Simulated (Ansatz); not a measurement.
# What a change does: geometry relaxation on Hf

System: Hf (1 atom in the cell).
Method of the first run: Kohn-Sham DFT of a periodic cell, PBE with D3(BJ), Ansatz PAW, no spin polarisation (Ansatz 0.2.0).

The structure derives from an entry of the Crystallography Open Database. Text and figures count atoms from 1; the logs count them from 0 in places.

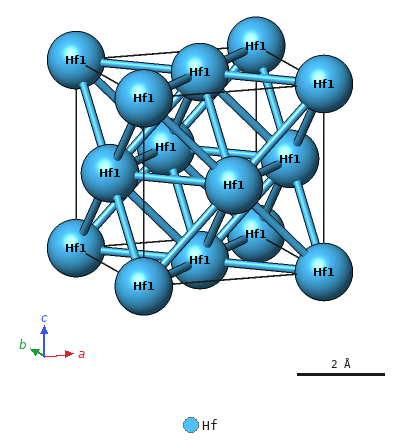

Fig. 1: The starting structure (ball-and-stick view of the cell 4 times as large as that of the calculation, set on its symmetry axes, seen slightly off an axis; atoms are numbered from 1 in the order of the input). An atom can appear more than once, as a periodic image.

The input, the first run:
```yaml
crystal:
  lattice:
    - [0.0, 2.22, 2.22]
    - [2.22, 0.0, 2.22]
    - [2.22, 2.22, 0.0]
  atoms:
    - { symbol: Hf, position: [0.0, 0.0, 0.0] }
hamiltonian:
  xc: pbe
  pseudopotentials: { kind: paw }
  dispersion: d3bj
kpoints:
  mp_grid: { grid: [10, 10, 10] }
scf:
  occupations: { method: fermi_dirac, width: 0.05 }
output:
  forces: true
  stress: true
  eigenvalues: true
relax:
  f_tol: 0.01
  max_steps: 40
  cell: { stress_tol: 0.05 }
```

Command:
```bash
ansatz run input.yaml --threads 2 --pin off --max-ram 5632MiB --backend cpu --events-out ev --progress --plain --runs-dir out
```

Hardware: 2 threads of Arm Neoverse V1, 24 GiB of memory available, shared host.

Output, shortened to warnings, some set-up lines, iterations and results (the first run):
```
Basis set: ecut = 420 eV, 411 PW (Γ), exchange–correlation on 48×48×48 points (8 copies of the dense FFT grid, shifted against one another)
Symmetry: 48 space group operations
k-points: 47 of 1000
Initial density: superposition of atomic densities (neutral atoms: chi_scale 0, normalization atom), corrected by the library's trained network
[...]
SCF iter   1: F=—  HF=-15721.752144 eV  |F-HF|=—  |Δ(HF+E_count)|=         —  Δρ=1.84e-3  dr2=2.36e-4  ethr=1.77e-3  ⟨swp⟩=5.0  Hψ=3393  notcnv=0
SCF iter   2: F=—  HF=-15721.752056 eV  |F-HF|=—  |Δ(HF+E_count)|=   8.81e-5  Δρ=1.12e-3  dr2=9.81e-5  ethr=9.07e-7  ⟨swp⟩=2.2  Hψ=1756  notcnv=0
SCF iter   3: F=—  HF=-15721.752161 eV  |F-HF|=—  |Δ(HF+E_count)|=   1.05e-4  Δρ=1.43e-4  dr2=2.45e-6  ethr=3.77e-7  ⟨swp⟩=2.0  Hψ=1362  notcnv=0
SCF iter   4: F=—  HF=-15721.752149 eV  |F-HF|=—  |Δ(HF+E_count)|=   1.27e-5  Δρ=8.03e-5  dr2=7.71e-7  ethr=9.40e-9  ⟨swp⟩=2.7  Hψ=1518  notcnv=0
SCF iter   5: F=-15721.752148 eV  HF=-15721.752148 eV  |F-HF|=4.94e-8  |Δ(HF+E_count)|=   7.43e-7  Δρ=3.37e-5  dr2=3.50e-8  ethr=2.96e-9  ⟨swp⟩=2.0  Hψ=1393  notcnv=0
[... 18 lines ...]
SCF iter   2: F=—  HF=-15721.752275 eV  |F-HF|=—  |Δ(HF+E_count)|=   6.83e-7  Δρ=4.08e-6  dr2=1.77e-9  ethr=3.97e-12  ⟨swp⟩=3.2  Hψ=1769  notcnv=0
SCF iter   3: F=—  HF=-15721.752275 eV  |F-HF|=—  |Δ(HF+E_count)|=  6.73e-10  Δρ=1.93e-6  dr2=1.52e-10  ethr=3.97e-12  ⟨swp⟩=2.0  Hψ=1407  notcnv=0
SCF iter   4: F=-15721.752275 eV  HF=-15721.752275 eV  |F-HF|=1.46e-11  |Δ(HF+E_count)|=  2.60e-10  Δρ=4.85e-7  dr2=9.65e-12  ethr=1.00e-12  ⟨swp⟩=4.5  Hψ=3820  notcnv=0
SCF 4 converged in 4 iterations: F = -15721.752275 eV  dr2 = 9.65e-12
relax step   4: F+E_penalty+E_count = -15721.75227544 eV  Δ(F+E_penalty+E_count) = +2.695e-5 eV  max|allowed force component| = 0.000e0 eV/Å  Δτ_max = 0.0000 Å  P = -0.004 …
basis re-selected at this cell: Δ(F+E_penalty+E_count) = +2.695e-5 eV, ΔP = -0.000 GPa vs the last step (what re-selecting the basis moved, of the pressure what is left beyond the Pulay correction that the steps carried, after the strain that the cell walked since its last selection, with what the …
SCF converged after 4 iterations
Free energy (F): -15721.752275 eV
Harris-Foulkes:  -15721.752275 eV  (|F-HF|=1.46e-11)
Internal energy: -15721.741454 eV  (E = F + TS)
E sigma→0 (E₀):  -15721.746865 eV
Entropy (-TS):   -0.010821 eV (-10.821 meV/atom)
Fermi energy:    20.319546 eV
--- Per-component energies (eV) ---
  E_band       = 53.204073
  E_kinetic    = 425.484732
  E_local      = -4999.570845  (includes V_loc(G=0)·N_el)
  E_nonlocal   = -1244.250418
  E_hartree    = 2358.447517
  E_xc         = -300.528528
  E_vxc        = -266.756456  (∫ρ·V_xc dr)
  E_paw        = -6928.035889  (= ΣΔE_a)
  E_vpaw       = 1421.402012  (= ΣTr[D̂ρ^β])
  E_aug_tail   = -0.000001  (compensation charges beyond the density's cutoff)
  E_ewald      = -5032.825130
  E_disp       = -0.462892  (pairwise vdW)
  E_smearing   = -0.010821  (= −TS)
  E_closure    = 0.000000  (closes the sum)
  Σ components = -15721.752275   (vs F -15721.752275, Δ=0.00e0)
--- Forces (eV/Å), atoms counted from 1 ---
  atom   1  Hf    -0.00000000     0.00000000    -0.00000000
  max |Σ_I F_I| component: 1.04e-30 eV/Å
--- Stress (GPa, compression-positive) ---
       -0.003584      -0.000000      -0.000000
       -0.000000      -0.003584      -0.000000
       -0.000000      -0.000000      -0.003584
  P = ⅓ Tr σ = -0.0036 GPa (-0.036 kbar)
--- Relaxed structure (3 steps of the walk, 2 accepted, 1 SCFs on fresh bases) ---
  F+E_penalty+E_count = -15721.75227544 eV   max|allowed force component| = 0.000e0 eV/Å   (the final SCF, on the basis selected at the relaxed cell)
  cell:  # Å, volume = 21.7916 Å³
    - [-2.547686016447795e-35, 2.2169348937273363, 2.2169348937273368]
    - [2.2169348937273368, -2.36457108401561e-34, 2.2169348937273368]
    - [2.2169348937273368, 2.2169348937273363, -1.0907280757917122e-34]
  atoms:
    - { symbol: Hf, position: [0.0, 0.0, 0.0] }
```

The second run used a changed input.

The two runs side by side:

```tsv
quantity	the first run	the second run
outcome	converged	converged
free energy per atom (eV)	−15721.7523	−15721.5067
energy per atom, smearing taken to zero (eV)	−15721.7469	−15721.5010
gap on the mesh (eV)	0.00	0.00
pressure (GPa)	0.00	−0.04
volume per atom (Å³)	21.79	22.20
largest force (eV/Å)	0.000	0.000
SCF iterations	20	23
irreducible k-points	47	47
wall time (shared host)	2.8 s	3.2 s
```

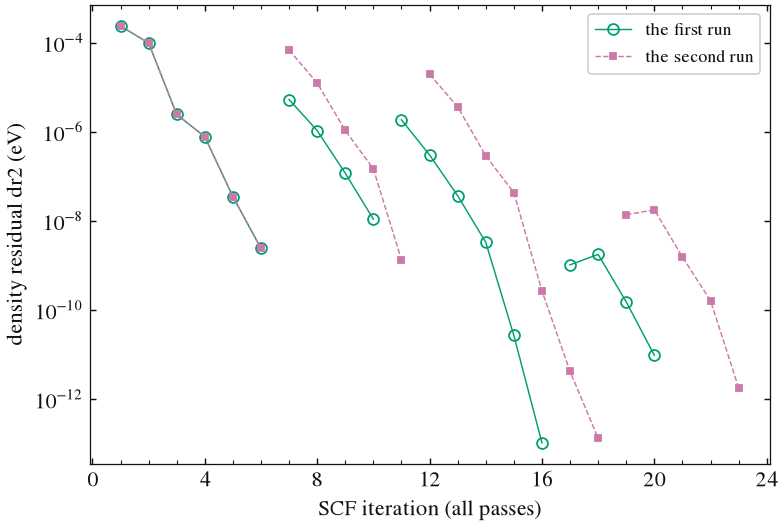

Fig. 2: Convergence of the two runs: density residual dr2 against the SCF iteration. A break in a curve parts two SCF passes. The first run takes 20 iterations in all, and the second run takes 23.

What was changed in the input?

The change (lines with − go, lines with + come):
```diff
-  dispersion: d3bj
+  dispersion: d4
```

The total energies belong to different models, so their difference says nothing on which is more stable or more accurate. The volume per atom goes from 21.79 to 22.20 Å³. The SCF takes 23 iterations over all geometry steps against 20.

Output, shortened to warnings, some set-up lines, iterations and results (the second run):
```
Basis set: ecut = 420 eV, 411 PW (Γ), exchange–correlation on 48×48×48 points (8 copies of the dense FFT grid, shifted against one another)
Symmetry: 48 space group operations
k-points: 47 of 1000
Initial density: superposition of atomic densities (neutral atoms: chi_scale 0, normalization atom), corrected by the library's trained network
[...]
SCF iter   1: F=—  HF=-15721.505318 eV  |F-HF|=—  |Δ(HF+E_count)|=         —  Δρ=1.84e-3  dr2=2.36e-4  ethr=1.77e-3  ⟨swp⟩=5.0  Hψ=3393  notcnv=0
SCF iter   2: F=—  HF=-15721.505230 eV  |F-HF|=—  |Δ(HF+E_count)|=   8.81e-5  Δρ=1.12e-3  dr2=9.81e-5  ethr=9.07e-7  ⟨swp⟩=2.2  Hψ=1756  notcnv=0
SCF iter   3: F=—  HF=-15721.505335 eV  |F-HF|=—  |Δ(HF+E_count)|=   1.05e-4  Δρ=1.43e-4  dr2=2.45e-6  ethr=3.77e-7  ⟨swp⟩=2.0  Hψ=1362  notcnv=0
SCF iter   4: F=—  HF=-15721.505322 eV  |F-HF|=—  |Δ(HF+E_count)|=   1.27e-5  Δρ=8.03e-5  dr2=7.71e-7  ethr=9.40e-9  ⟨swp⟩=2.7  Hψ=1518  notcnv=0
SCF iter   5: F=-15721.505321 eV  HF=-15721.505321 eV  |F-HF|=4.94e-8  |Δ(HF+E_count)|=   7.43e-7  Δρ=3.37e-5  dr2=3.50e-8  ethr=2.96e-9  ⟨swp⟩=2.0  Hψ=1393  notcnv=0
[... 21 lines ...]
SCF iter   3: F=—  HF=-15721.506728 eV  |F-HF|=—  |Δ(HF+E_count)|=   4.21e-9  Δρ=6.36e-6  dr2=1.55e-9  ethr=5.26e-11  ⟨swp⟩=2.0  Hψ=1408  notcnv=0
SCF iter   4: F=—  HF=-15721.506728 eV  |F-HF|=—  |Δ(HF+E_count)|=   2.20e-9  Δρ=1.98e-6  dr2=1.62e-10  ethr=5.96e-12  ⟨swp⟩=2.0  Hψ=1217  notcnv=0
SCF iter   5: F=-15721.506728 eV  HF=-15721.506728 eV  |F-HF|=5.46e-12  |Δ(HF+E_count)|=  3.02e-10  Δρ=1.92e-7  dr2=1.81e-12  ethr=1.00e-12  ⟨swp⟩=4.8  Hψ=3807  notcnv=0
SCF 4 converged in 5 iterations: F = -15721.506728 eV  dr2 = 1.81e-12
relax step   4: F+E_penalty+E_count = -15721.50672826 eV  Δ(F+E_penalty+E_count) = -9.387e-5 eV  max|allowed force component| = 0.000e0 eV/Å  Δτ_max = 0.0000 Å  P = -0.037 …
basis re-selected at this cell: Δ(F+E_penalty+E_count) = -9.387e-5 eV, ΔP = -0.000 GPa vs the last step (what re-selecting the basis moved, of the pressure what is left beyond the Pulay correction that the steps carried, after the strain that the cell walked since its last selection, with what the …
SCF converged after 5 iterations
Free energy (F): -15721.506728 eV
Harris-Foulkes:  -15721.506728 eV  (|F-HF|=5.46e-12)
Internal energy: -15721.495315 eV  (E = F + TS)
E sigma→0 (E₀):  -15721.501022 eV
Entropy (-TS):   -0.011413 eV (-11.413 meV/atom)
Fermi energy:    19.909746 eV
--- Per-component energies (eV) ---
  E_band       = 41.677319
  E_kinetic    = 424.731955
  E_local      = -5048.765443  (includes V_loc(G=0)·N_el)
  E_nonlocal   = -1244.335338
  E_hartree    = 2377.313523
  E_xc         = -300.252978
  E_vxc        = -266.390250  (∫ρ·V_xc dr)
  E_paw        = -6927.856054  (= ΣΔE_a)
  E_vpaw       = 1421.809396  (= ΣTr[D̂ρ^β])
  E_aug_tail   = -0.000001  (compensation charges beyond the density's cutoff)
  E_ewald      = -5002.119924
  E_disp       = -0.211054  (pairwise vdW)
  E_smearing   = -0.011413  (= −TS)
  E_closure    = -0.000000  (closes the sum)
  Σ components = -15721.506728   (vs F -15721.506728, Δ=0.00e0)
--- Forces (eV/Å), atoms counted from 1 ---
  atom   1  Hf     0.00000000     0.00000000    -0.00000000
  max |Σ_I F_I| component: 6.57e-32 eV/Å
--- Stress (GPa, compression-positive) ---
       -0.037025       0.000000       0.000000
        0.000000      -0.037025      -0.000000
        0.000000      -0.000000      -0.037025
  P = ⅓ Tr σ = -0.0370 GPa (-0.370 kbar)
--- Relaxed structure (3 steps of the walk, 2 accepted, 1 SCFs on fresh bases) ---
  F+E_penalty+E_count = -15721.50672826 eV   max|allowed force component| = 0.000e0 eV/Å   (the final SCF, on the basis selected at the relaxed cell)
  cell:  # Å, volume = 22.1954 Å³
    - [8.916901057567282e-35, 2.2305434127282124, 2.2305434127282124]
    - [2.2305434127282124, -6.369215041119488e-35, 2.2305434127282124]
    - [2.2305434127282124, 2.2305434127282124, 0.0]
  atoms:
    - { symbol: Hf, position: [0.0, 0.0, 0.0] }
```

For both runs: Spin–orbit coupling is left out, which matters for Hf.
